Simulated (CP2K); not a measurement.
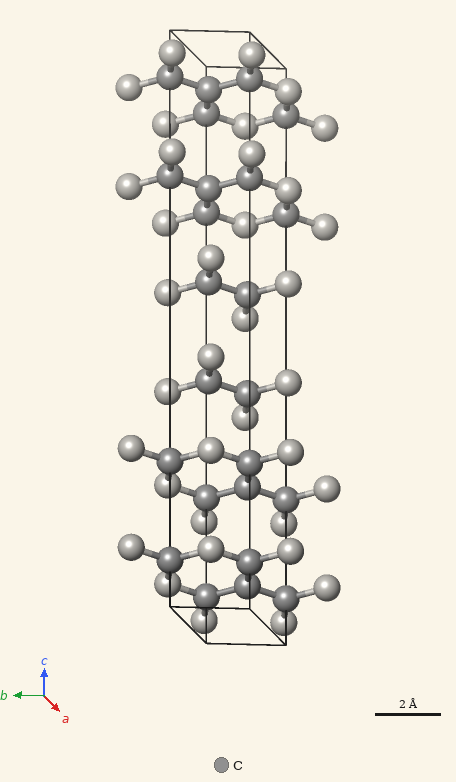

Figure 1. The structure as given in the input (ball-and-stick view of the cell 3 times as large as that of the calculation, set on its symmetry axes, seen at an oblique angle; neighbours outside the cell are drawn fainter).

Run report: C, single-point calculation (part 1 of 4)

System: C (R-3m, 4 atoms in the cell).
Method: DFTB (self-consistent charges), tables shipped with the program (CP2K 2026.2).

The structure derives from a Materials Project entry. The run did not end well. The geometry comes from this level: r2scan-rvv10.

Input:
```
&GLOBAL
 PROJECT run
 RUN_TYPE CELL_OPT
 PRINT_LEVEL LOW
&END GLOBAL
&MOTION
 &CELL_OPT
  OPTIMIZER BFGS
  KEEP_SPACE_GROUP T
  KEEP_SYMMETRY F
  EXTERNAL_PRESSURE [bar] 0.0
  PRESSURE_TOLERANCE [bar] 300
  MAX_FORCE 3e-4
  MAX_ITER 30
 &END CELL_OPT
 &PRINT
  &CELL
  &END CELL
  &FORCES
  &END FORCES
  &STRESS
  &END STRESS
 &END PRINT
&END MOTION
&FORCE_EVAL
 METHOD QS
 STRESS_TENSOR ANALYTICAL
 &DFT
  &QS
   METHOD DFTB
   &DFTB
    SELF_CONSISTENT T
    DO_EWALD T
    &PARAMETER
     PARAM_FILE_PATH DFTB/scc
     PARAM_FILE_NAME scc_parameter
    &END PARAMETER
   &END DFTB
  &END QS
  &POISSON
   &EWALD
    EWALD_TYPE SPME
    GMAX 25
   &END EWALD
  &END POISSON
  &KPOINTS
   SCHEME MONKHORST-PACK 7 7 7
   SYMMETRY F
   FULL_GRID F
  &END KPOINTS
  &SCF
   ADDED_MOS 10
   EPS_SCF 1e-6
   MAX_SCF 80
   &DIAGONALIZATION
   &END DIAGONALIZATION
   &MIXING
    METHOD DIRECT_P_MIXING
    ALPHA 0.3
   &END MIXING
   &SMEAR
    METHOD FERMI_DIRAC
    ELECTRONIC_TEMPERATURE [K] 232
   &END SMEAR
   &PRINT
    &ITERATION_INFO
    &END ITERATION_INFO
   &END PRINT
  &END SCF
 &END DFT
 &SUBSYS
  &CELL
   A 7.05795705 0.00000000 0.00000000
   B 6.63098689 2.41759605 0.00000000
   C 6.63098689 1.17109456 2.11501967
  &END CELL
  &COORD
   SCALED
   C 0.91911299 0.91911299 0.91911299
   C 0.25244589 0.25244589 0.25244589
   C 0.74755411 0.74755411 0.74755411
   C 0.08088701 0.08088701 0.08088701
  &END COORD
 &END SUBSYS
 &PRINT
  &STRESS_TENSOR
  &END STRESS_TENSOR
  &FORCES
  &END FORCES
 &END PRINT
&END FORCE_EVAL
```

Machine: 2 threads of Arm Neoverse V1, 24 GiB of memory available, shared host.

Launch command:
```bash
cp2k.psmp -i run.inp
```

What the program printed:
```
*** 'DO_EWALD' is deprecated and may be removed in a future version: Use  ***
 *** SUBSYS/CELL/PERIODIC to select periodicity. DO_EWALD is retained only ***
 *** as a debug override for the DFTB Ewald path.                          ***

                                           1w2c5w

 CP2K| version string:                                       CP2K version 2026.2
 CP2K|            -lib tblite libvori libbqb
 CP2K| Input file name                                                   run.inp

 GLOBAL| Force Environment number                                              1
 GLOBAL| Cholesky decomposition library                                ScaLAPACK
 GLOBAL| Direct generalized diagonalization requested                          F
 GLOBAL| Matrix multiplication library                                 ScaLAPACK

 GENERATE|  Preliminary Number of Bonds generated:                             0
 GENERATE|  Achieved consistency in connectivity generation.

              #####   #####        # ######  ####### ####### ######
             #     # #     #      #  #     # #          #    #     #
             #     # #           #   #     # #          #    #     #
             #     #  #####     #    #     # #####      #    ######
             #   # #       #   #     #     # #          #    #     #
             #    #  #     #  #      #     # #          #    #     #
              #### #  #####  #       ######  #          #    ######

                                    Version 0.2
                               J. Hutter and T. Heine

 EWALD| Summation is done by:                                               SPME
 EWALD| Alpha parameter [       ANGSTROM^-1]                              0.3500
 EWALD| Real Space Cutoff [          ANGSTROM]                            9.6398
 EWALD| G-space max. Miller index                         25        25        25
 EWALD| Spline interpolation order                                             6

 *** available. The full set of unoccupied MOs will be used. Use           ***
 *** 'ADDED_MOS -1' to always use all available MOs and to get rid of this ***
 *** warning.                                                              ***

 TOTAL NUMBERS AND MAXIMUM NUMBERS

  Total number of            - Atomic kinds:                                   1
                             - Atoms:                                          4
                             - Shell sets:                                     0
                             - Shells:                                         8
                             - Primitive Cartesian functions:                  0
                             - Cartesian basis functions:                     16
                             - Spherical basis functions:                     16

  Maximum angular momentum of the orbital basis functions:                     1

  LRI_AUX Basis:
  Total number of            - Shell sets:                                     0
                             - Shells:                                         8
                             - Primitive Cartesian functions:                  0
                             - Cartesian basis functions:                     16
                             - Spherical basis functions:                     16
                               Maximum angular momentum                        1

  RI_HXC Basis:
  Total number of            - Shell sets:                                     0
                             - Shells:                                         8
                             - Primitive Cartesian functions:                  0
                             - Cartesian basis functions:                     16
                             - Spherical basis functions:                     16
                               Maximum angular momentum                        1

  AUX_FIT ADMM-Basis:
  Total number of            - Shell sets:                                     0
                             - Shells:                                         8
                             - Primitive Cartesian functions:                  0
                             - Cartesian basis functions:                     16
                             - Spherical basis functions:                     16
                               Maximum angular momentum                        1

  Nuclear Basis:
  Total number of            - Quantum atomic kinds:                           0
                             - Quantum atoms:                                  0
                             - Shell sets:                                     0
                             - Shells:                                         8
                             - Primitive Cartesian functions:                  0
                             - Cartesian basis functions:                     16
                             - Spherical basis functions:                     16
                               Maximum angular momentum                        1

 SCF PARAMETERS         Density guess:                                    ATOMIC
                        --------------------------------------------------------
                        max_scf:                                              80
                        max_scf_history:                                       0
                        max_diis:                                              4
                        --------------------------------------------------------
                        eps_scf:                                        1.00E-06
                        eps_scf_history:                                0.00E+00
                        eps_diis:                                       1.00E-01
                        eps_eigval:                                     1.00E-05
                        --------------------------------------------------------
                        level_shift [a.u.]:                             0.000000
                        added MOs                                         8    0
                        --------------------------------------------------------
                        Mixing method:                           DIRECT_P_MIXING
                        --------------------------------------------------------
                        Smear method:                                FERMI_DIRAC
                        Electronic temperature [K]:                        232.0
                        Electronic temperature [a.u.]:                  7.35E-04
                        Accuracy threshold:                             1.00E-10
                        --------------------------------------------------------
                        No outer SCF

 CELL_OPT| Pressure tolerance [bar]:                                       300.0
 CELL_OPT| Keep volume of cell:                                               NO
 CELL_OPT| Keep angles between the cell vectors:                              NO
 CELL_OPT| Keep cell symmetry:                                                NO
 CELL_OPT| Constraint:                                                      NONE

 BFGS| Use rational function optimization for step estimation:                NO
 BFGS| Use model Hessian for initial guess:                                   NO
 BFGS| Restart Hessian:                                                       NO
 BFGS| Trust radius:                                                       0.472

 -------------------------------------------------------------------------------
 ----                   SPACE GROUP SYMMETRY INFORMATION                    ----
 -------------------------------------------------------------------------------
 SPGR| SPACE GROUP NUMBER:                                                   166
 SPGR| INTERNATIONAL SYMBOL:                                                R-3m
 SPGR| POINT GROUP SYMBOL:                                                   -3m
 SPGR| SCHOENFLIES SYMBOL:                                                 D3d^5
 SPGR| NUMBER OF SYMMETRY OPERATIONS:                                         12
 SPGR| NUMBER OF UNIQUE ROTATIONS:                                            12
 SPGR| NUMBER OF REDUCED SYMMETRY OPERATIONS:                                 12
 SPGR| NUMBER OF PARTICLES AND SYMMETRIZED PARTICLES:                  4       4
 SPGR| NUMBER OF ATOMS AND SYMMETRIZED ATOMS:                          4       4
 SPGR| NUMBER OF SHELLS AND SYMMETRIZED SHELLS:                        0       0

 *******************************************************************************
 ***                     STARTING   CELL   OPTIMIZATION                      ***
 ***                                   BFGS                                  ***
 *******************************************************************************

 CELL| Volume [angstrom^3]:                                            36.089192
 CELL| Vector a [angstrom]:       7.058     0.000     0.000   |a| =     7.057957
 CELL| Vector b [angstrom]:       6.631     2.418     0.000   |b| =     7.057957
 CELL| Vector c [angstrom]:       6.631     1.171     2.115   |c| =     7.057957
 CELL| Angle (b,c), alpha [degree]:                                    20.031384
 CELL| Angle (a,c), beta  [degree]:                                    20.031384
 CELL| Angle (a,b), gamma [degree]:                                    20.031384
 CELL| Numerically orthorhombic:                                              NO
 CELL| Periodicity                                                           XYZ

 Extrapolation method: initial_guess

 Number of electrons:                                                         16
 Number of occupied orbitals:                                                  8
 Number of molecular orbitals:                                                16

 Number of orbital functions:                                                 16
 Number of independent orbital functions:                                     16

 SCF WAVEFUNCTION OPTIMIZATION

  ------------------------------------------------------------------------------
     1 P_Mix/Diag. 0.30E+00    0.2     1.18947750        -5.2809571338 -5.28E+00
     2 P_Mix/Diag. 0.30E+00    0.2     0.83273540        -5.7788252365 -4.98E-01
     3 P_Mix/Diag. 0.30E+00    0.2     0.58289294        -6.1273329072 -3.49E-01
     4 P_Mix/Diag. 0.30E+00    0.2     0.40809676        -6.3712882753 -2.44E-01
     5 P_Mix/Diag. 0.30E+00    0.2     0.28568253        -6.5420570310 -1.71E-01
     6 P_Mix/Diag. 0.30E+00    0.2     0.20004229        -6.6615951574 -1.20E-01
     7 P_Mix/Diag. 0.30E+00    0.2     0.14007070        -6.7452718424 -8.37E-02
     8 P_Mix/Diag. 0.30E+00    0.2     0.09812010        -6.8038455174 -5.86E-02
     9 DIIS/Diag.  0.20E-05    0.2     0.06859294        -6.8448470839 -4.10E-02
    10 DIIS/Diag.  0.95E-17    0.2     8.7668E-11        -6.9405174872 -9.57E-02

  *** SCF run converged in    10 steps ***

  Core Hamiltonian energy:                                     -7.25353499481291
  Repulsive potential energy:                                   0.31301750620206
  Electronic energy:                                            0.00000000136117
  Dispersion energy:                                            0.00000000000000
  Electronic entropic energy:                                  -0.00000000000000
  Fermi energy:                                                -0.18027586646211

  Total energy:                                                -6.94051748724968
  Total energy (extrapolated to T->0):                         -6.94051748724968

 ENERGY| Total FORCE_EVAL ( QS ) energy [hartree]             -6.940517487249677

 FORCES| Atomic forces [hartree/bohr]
 FORCES|   Atom     x               y               z               |f|
 FORCES|      1  9.05325962E-05  1.59900341E-05  9.42307027E-06   9.24155096E-05
 FORCES|      2 -1.23481267E-04 -2.18090781E-05 -1.28525637E-05   1.26049386E-04
 FORCES|      3  1.23481268E-04  2.18090696E-05  1.28525604E-05   1.26049385E-04
 FORCES|      4 -9.05325974E-05 -1.59900256E-05 -9.42306694E-06   9.24155090E-05
 FORCES| Sum    -1.92445886E-18 -1.60428040E-17  1.29782388E-17
 FORCES| Total atomic force                                       2.07246179E-17

 STRESS| Analytical stress tensor [bar]
 STRESS|                        x                   y                   z
 STRESS|      x        6.87830271123E+03  -1.81616649631E+04  -1.07037015999E+04
 STRESS|      y       -1.81616649631E+04   1.06506006617E+05  -1.89038544357E+03
 STRESS|      z       -1.07037015999E+04  -1.89038544357E+03   1.08599420111E+05
 STRESS| 1/3 Trace                                             7.39945764799E+04
 STRESS| Determinant                                           3.07748693352E+13

 STRESS| Eigenvectors and eigenvalues of the analytical stress tensor [bar]
 STRESS|                        1                   2                   3
 STRESS| Eigenvalues   2.55667703567E+03   1.09713515043E+05   1.09713537361E+05
 STRESS|      x           0.979627526315     -0.192088873636     -0.058581347804
 STRESS|      y           0.173011418633      0.659144630045      0.731843839699
 STRESS|      z           0.101965478019      0.727069612423     -0.678949791946

 SPGR STRESS| Symmetrized stress tensor [GPa]
 SPGR STRESS|                        x                   y                   z
 SPGR STRESS|      x        6.87830307099E-01  -1.81616658861E+00  -1.07037035965E+00
 SPGR STRESS|      y       -1.81616658861E+00   1.06506005478E+01  -1.89037431867E-01
 SPGR STRESS|      z       -1.07037035965E+00  -1.89037431867E-01   1.08599420891E+01
 SPGR STRESS| 1/3 Trace                                             7.39945764799E+00
 SPGR STRESS| Determinant                                           3.07748693352E+01

 SPGR STRESS| Eigenvectors and eigenvalues of the symmetrized stress tensor [GPa]
 SPGR STRESS|                        1                   2                   3
 SPGR STRESS| Eigenvalues   2.55667703567E-01   1.09713525976E+01   1.09713526428E+01
 SPGR STRESS|      x           0.979627526417     -0.058539023549     -0.192101775652
 SPGR STRESS|      y           0.173011418326      0.731698592703      0.659305861164
 SPGR STRESS|      z           0.101965477568     -0.679109970592      0.726920001944

 OPT| **************************************************************************
 OPT| Step number                                                              0
 OPT| Optimization method                                                   BFGS
 OPT| Total energy [hartree]                                       -6.9405174872
 OPT| Internal pressure [bar]                                   73994.5764798517
 OPT| Used time [s]                                                        2.131
 OPT| **************************************************************************
 OPT| Estimated peak process memory [MiB]                                    155

 --------------------------
 OPTIMIZATION STEP:      1
 --------------------------

 CELL| Volume [angstrom^3]:                                            36.459640
 CELL| Vector a [angstrom]:       7.060     0.000     0.000   |a| =     7.060387
 CELL| Vector b [angstrom]:       6.630     2.428     0.000   |b| =     7.060394
 CELL| Vector c [angstrom]:       6.630     1.171     2.127   |c| =     7.060397
 CELL| Angle (b,c), alpha [degree]:                                    20.152935
 CELL| Angle (a,c), beta  [degree]:                                    20.113324
 CELL| Angle (a,b), gamma [degree]:                                    20.113268
 CELL| Numerically orthorhombic:                                              NO
 CELL| Periodicity                                                           XYZ

 Extrapolation method: ASPC

 Number of electrons:                                                         16
 Number of occupied orbitals:                                                  8
 Number of molecular orbitals:                                                16

 Number of orbital functions:                                                 16
 Number of independent orbital functions:                                     16

 SCF WAVEFUNCTION OPTIMIZATION

  ------------------------------------------------------------------------------
     1 P_Mix/Diag. 0.30E+00    0.2     0.00405848        -6.9410354129 -6.94E+00
     2 P_Mix/Diag. 0.30E+00    0.2     0.00284314        -6.9410436430 -8.23E-06
     3 DIIS/Diag.  0.33E-09    0.2     0.00198846        -6.9410494040 -5.76E-06
     4 DIIS/Diag.  0.41E-23    0.2     5.1070E-14        -6.9410628464 -1.34E-05

  *** SCF run converged in     4 steps ***

  Core Hamiltonian energy:                                     -7.24101857199140
  Repulsive potential energy:                                   0.29995572411940
  Electronic energy:                                            0.00000000142212
  Dispersion energy:                                            0.00000000000000
  Electronic entropic energy:                                  -0.00000000000000
  Fermi energy:                                                -0.14715700175289

  Total energy:                                                -6.94106284644988
  Total energy (extrapolated to T->0):                         -6.94106284644988

 ENERGY| Total FORCE_EVAL ( QS ) energy [hartree]             -6.941062846449879
```
